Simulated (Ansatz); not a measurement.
**A series of single points on HfO$_{2}$**

System: HfO$_{2}$ (3 atoms in the cell).
Method: DFT r2SCAN, scalar-relativistic, plane waves, PAW, no spin polarisation (Ansatz 0.2.0).

The 9 runs differ only in the geometry, by a shift of atoms along one path in a fixed cell. The shift s is measured from run 5: O3 moves along the Cartesian direction (−0.58, −0.58, −0.58), and O2 with it in fixed proportion. The structure derives from an entry of the Crystallography Open Database.

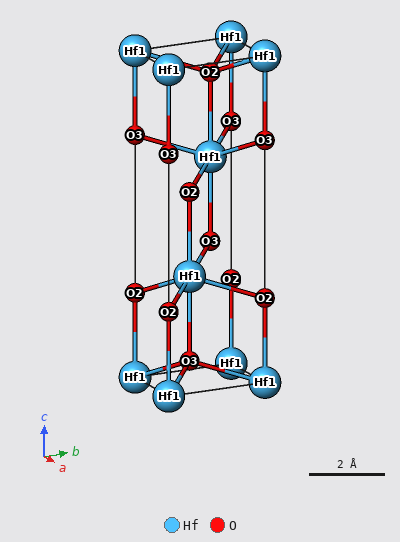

Figure 1. The structure of run 5 (ball-and-stick view of the cell 3 times as large as that of the calculation, set on its symmetry axes, seen slightly off an axis; atoms are numbered from 1 in the order of the input). An atom can appear more than once, as a periodic image.

**Input of run 5**
```yaml
crystal:
  lattice:
    - [0.0, 2.5575, 2.5575]
    - [2.5575, 0.0, 2.5575]
    - [2.5575, 2.5575, 0.0]
  atoms:
    - { symbol: Hf, position: [0.0, 0.0, 0.0] }
    - { symbol: O, position: [0.2584655465, 0.2584655465, 0.2584655465] }
    - { symbol: O, position: [0.7415344535, 0.7415344535, 0.7415344535] }
basis:
  ecutwfc: 500
kpoints:
  mp_grid: { grid: [8, 8, 8] }
hamiltonian:
  xc: r2scan
scf:
  occupations: { method: gaussian, width: 0.05 }
output:
  forces: true
  stress: true
  eigenvalues: true
```

Command:
```bash
ansatz run input.yaml --threads 2 --pin off --max-ram 5120MiB --backend cpu --events-out ev --progress --plain --runs-dir out
```

Lattice vectors (Å) and fractional positions of run 5:
```
   0.000000    2.557500    2.557500
   2.557500    0.000000    2.557500
   2.557500    2.557500    0.000000
Hf  0.000000  0.000000  0.000000
O   0.258466  0.258466  0.258466
O   0.741534  0.741534  0.741534
```

Run 2 differs from it as follows:
```diff
-    - { symbol: O, position: [0.2584655465, 0.2584655465, 0.2584655465] }
-    - { symbol: O, position: [0.7415344535, 0.7415344535, 0.7415344535] }
+    - { symbol: O, position: [0.2246033606, 0.2246033606, 0.2246033606] }
+    - { symbol: O, position: [0.7753966394, 0.7753966394, 0.7753966394] }
```

**Results, with one run withheld**

| run | shift s of O3 (Å) | free energy per atom, from the lowest run given (meV) | pressure (GPa) | gap on the mesh (eV) | force along the path (eV/Å) |
| --- | --- | --- | --- | --- | --- |
| 1 | −0.3750 | 694.49 | 16.20 | 3.81 | 16.443 |
| 2 | −0.3000 | ? | ? | ? | ? |
| 3 | −0.2250 | 126.53 | −3.07 | 4.24 | 6.800 |
| 4 | −0.1500 | 4.32 | −7.17 | 4.23 | 3.089 |
| 5 | 0.0000 | 0.00 | −7.33 | 4.24 | −2.570 |
| 6 | 0.0750 | 91.82 | −4.35 | 4.25 | −4.708 |
| 7 | 0.1500 | 232.21 | 0.10 | 4.07 | −6.459 |
| 8 | 0.1875 | 317.61 | 2.73 | 3.92 | −7.188 |
| 9 | 0.2250 | 411.47 | 5.57 | 3.76 | −7.811 |

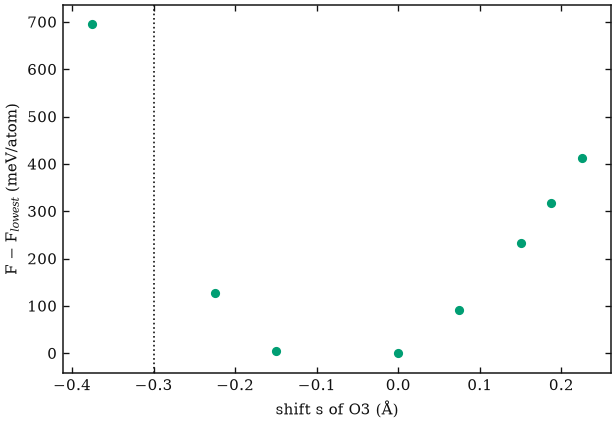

Figure 2. Free energy per atom of the runs given; the dotted line marks run 2.

Estimate the energy of run 2 from the others.

A cubic polynomial in the coordinate, fitted to the 8 runs given, misses them by at most 2.38 meV per atom. With x = s + 0.0141, it reads F = −13.559 + 733.86 x + 5582.3 x² − 5217.4 x³ (meV per atom). At run 2 it gives 354.85 meV per atom, and the run itself gives 350.29. The slope of the fit gives a force −dF/ds of 11.212 eV/Å along the path (summed over the atoms that move), and the printed forces give 11.228 eV/Å. The fit has its minimum at s = −0.0747 Å. The miss comes from the order of the polynomial or from scatter in that run; these data can't tell which. The gap on the mesh lies between 3.76 eV (run 9) and 4.25 eV (run 6); run 2 has 4.11 eV. These are gaps of this functional on this mesh, which can miss the band edges; they aren't the measured gap.

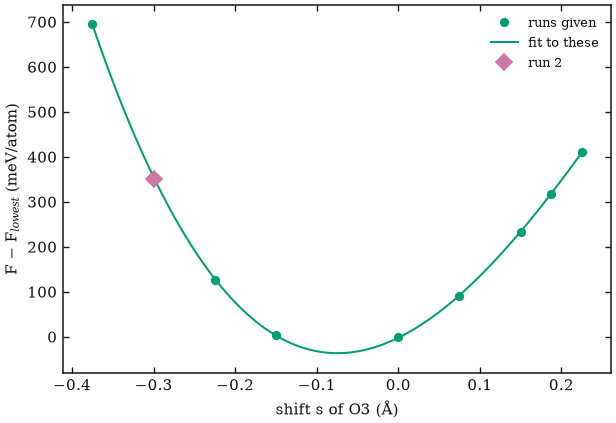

Figure 3. The fit and the withheld run.

**Output, shortened to warnings, some set-up lines, iterations and results (run 2)**
```
Basis set: ecut = 500 eV, 869 PW (Γ), exchange–correlation on 108×108×108 points (64 copies of the dense FFT grid, shifted against one another)
Symmetry: 12 space group operations
k-points: 65 of 512
Initial density: superposition of atomic densities (neutral atoms: chi_scale 0, normalization atom), corrected by the library's trained network
[...]
SCF iter   1: F=—  HF=-16874.948086 eV  |F-HF|=—  |Δ(HF+E_count)|=         —  Δρ=1.26e-2  dr2=5.40e-2  dr2_τ=2.40e-1  ethr=1.77e-3  ⟨swp⟩=4.8  Hψ=5481  notcnv=0
SCF iter   2: F=—  HF=-16875.011300 eV  |F-HF|=—  |Δ(HF+E_count)|=   6.32e-2  Δρ=7.61e-3  dr2=7.20e-3  dr2_τ=3.82e-3  ethr=1.42e-4  ⟨swp⟩=2.1  Hψ=3495  notcnv=0
SCF iter   3: F=—  HF=-16875.010615 eV  |F-HF|=—  |Δ(HF+E_count)|=   6.86e-4  Δρ=2.70e-3  dr2=1.40e-3  dr2_τ=1.94e-4  ethr=1.89e-5  ⟨swp⟩=2.0  Hψ=2703  notcnv=0
SCF iter   4: F=—  HF=-16875.010816 eV  |F-HF|=—  |Δ(HF+E_count)|=   2.01e-4  Δρ=1.55e-3  dr2=4.12e-4  dr2_τ=1.07e-4  ethr=3.69e-6  ⟨swp⟩=2.0  Hψ=2665  notcnv=0
SCF iter   5: F=—  HF=-16875.010686 eV  |F-HF|=—  |Δ(HF+E_count)|=   1.30e-4  Δρ=2.79e-4  dr2=1.94e-5  dr2_τ=2.32e-6  ethr=1.08e-6  ⟨swp⟩=2.3  Hψ=2654  notcnv=0
SCF iter   6: F=—  HF=-16875.010687 eV  |F-HF|=—  |Δ(HF+E_count)|=   1.07e-6  Δρ=8.18e-5  dr2=1.96e-6  dr2_τ=2.23e-7  ethr=5.11e-8  ⟨swp⟩=2.0  Hψ=2604  notcnv=0
SCF iter   7: F=—  HF=-16875.010687 eV  |F-HF|=—  |Δ(HF+E_count)|=   1.05e-7  Δρ=2.38e-5  dr2=1.37e-7  dr2_τ=9.31e-9  ethr=5.16e-9  ⟨swp⟩=2.0  Hψ=1883  notcnv=0
SCF iter   8: F=-16875.010687 eV  HF=-16875.010687 eV  |F-HF|=2.80e-10  |Δ(HF+E_count)|=   9.87e-9  Δρ=2.53e-6  dr2=1.48e-9  dr2_τ=1.71e-10  ethr=2.63e-10  ⟨swp⟩=4.0  Hψ=5400 …
SCF 1 converged in 8 iterations: F = -16875.010687 eV  dr2 = 1.48e-9
SCF converged after 8 iterations
Free energy (F): -16875.010687 eV
Harris-Foulkes:  -16875.010687 eV  (|F-HF|=2.80e-10)
Internal energy: -16875.010687 eV  (E = F + TS)
E sigma→0 (E₀):  -16875.010687 eV
Fermi energy:    17.350152 eV
--- Per-component energies (eV) ---
  E_band       = 5.594030
  E_kinetic    = 775.113402
  E_local      = -5867.484073  (includes V_loc(G=0)·N_el)
  E_nonlocal   = -1152.311033
  E_hartree    = 2688.428387
  E_xc         = -430.819758
  E_vxc        = -505.058329  (∫ρ·V_xc dr)
  E_paw        = -7271.117490  (= ΣΔE_a)
  E_vpaw       = 1350.868826  (= ΣTr[D̂ρ^β])
  E_aug_tail   = 0.001909  (compensation charges beyond the density's cutoff)
  E_vtau       = 27.606894  (kinetic-family band-sum trace: ∫τ·v_τ [+ j·A + Jᵃ·Aᵃ] dr)
  E_ewald      = -5617.079670
  E_core_change = 0.257640  (= ΣΔE_core)
  E_smearing   = -0.000000  (= −TS)
  E_closure    = -0.000000  (closes the sum)
  Σ components = -16875.010687   (vs F -16875.010687, Δ=0.00e0)
--- Forces (eV/Å), atoms counted from 1 ---
  atom   1  Hf    -0.00000000    -0.00000000    -0.00000000
  atom   2  O      3.24117883     3.24117883     3.24117883
  atom   3  O     -3.24117883    -3.24117883    -3.24117883
  max |Σ_I F_I| component: 0.00e0 eV/Å
--- Stress (GPa, compression-positive) ---
        4.482740       8.989972       8.989972
        8.989972       4.482740       8.989972
        8.989972       8.989972       4.482740
  P = ⅓ Tr σ = 4.4827 GPa (44.827 kbar)
```

Notes: Spin–orbit coupling is left out, which matters for Hf.
